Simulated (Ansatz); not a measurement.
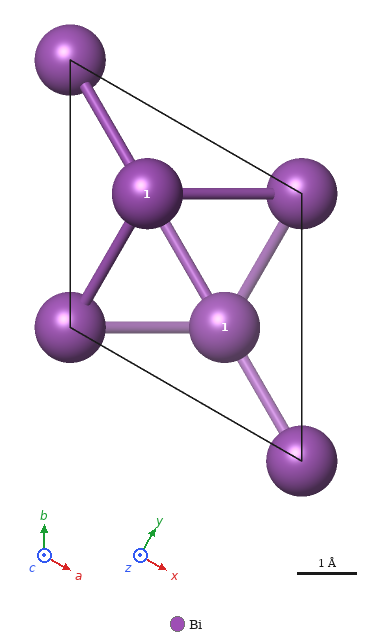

A crystal of Bi (R-3m): the cell is strained along x alone, with the atoms kept at their fractional coordinates. x, y and z are the Cartesian axes of the input. The picture shows the reference cell. The picture is a ball-and-stick view of the conventional cell (3 times the calculation's cell), repeated 1 × 1 × 1 with one cell outlined, seen along the c axis. Lengths and directions refer to the drawn axes.

All numbers below come from Ansatz, DFT PBE, scalar-relativistic, plane waves, PAW. Settings: plane-wave cutoff 420 eV; k-point mesh 12 × 12 × 12; occupations gaussian; smearing width 0.15 eV; no spin polarisation. Energies (free energies at the smearing named) are counted from the cell as listed in its source, which wasn't relaxed.

```xyz
2
Lattice="2.2730 1.3123 3.9540 -2.2730 1.3123 3.9540 0.0000 -2.6246 3.9540" Properties=species:S:1:pos:R:3 pbc="T T T"
Bi    0.0000    0.0000    2.7744
Bi    0.0000    0.0000    9.0876
```

What energies does the calculation give (the strain: −0.1000, −0.0750, −0.0500, −0.0250, 0.0000, 0.0250, 0.0500, 0.0750, 0.0875, 0.1000)?

```tsv
strain	E − E(ref) (meV/atom)
−0.1000	160.9
−0.0750	94.9
−0.0500	47.3
−0.0250	16.3
0.0000	0.0
0.0250	−3.6
0.0500	3.8
0.0750	20.5
0.0875	31.8
0.1000	44.8
```

The lowest computed point lies at the strain 0.025 (−3.6 meV/atom). At the ends of the scan the energy is 160.9 meV/atom (−0.10) and 44.8 meV/atom (0.10). The unrelaxed reference is under a pressure of 1.8 GPa, which tilts the curve. The distortion takes the space group from R-3m to C2/m. At the strain −0.10 the cell of the drawing goes a 4.546 → 4.091 Å, b 4.546 → 4.437 Å, γ 120.0° → 117.5°.

The computed profile:

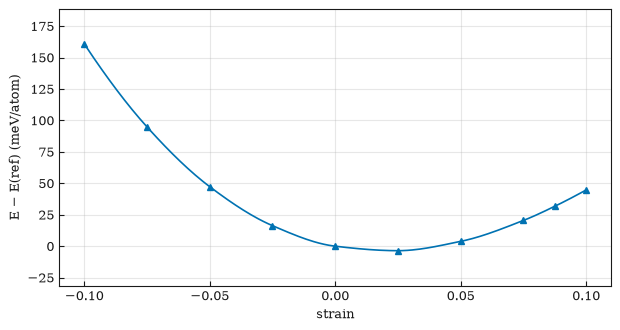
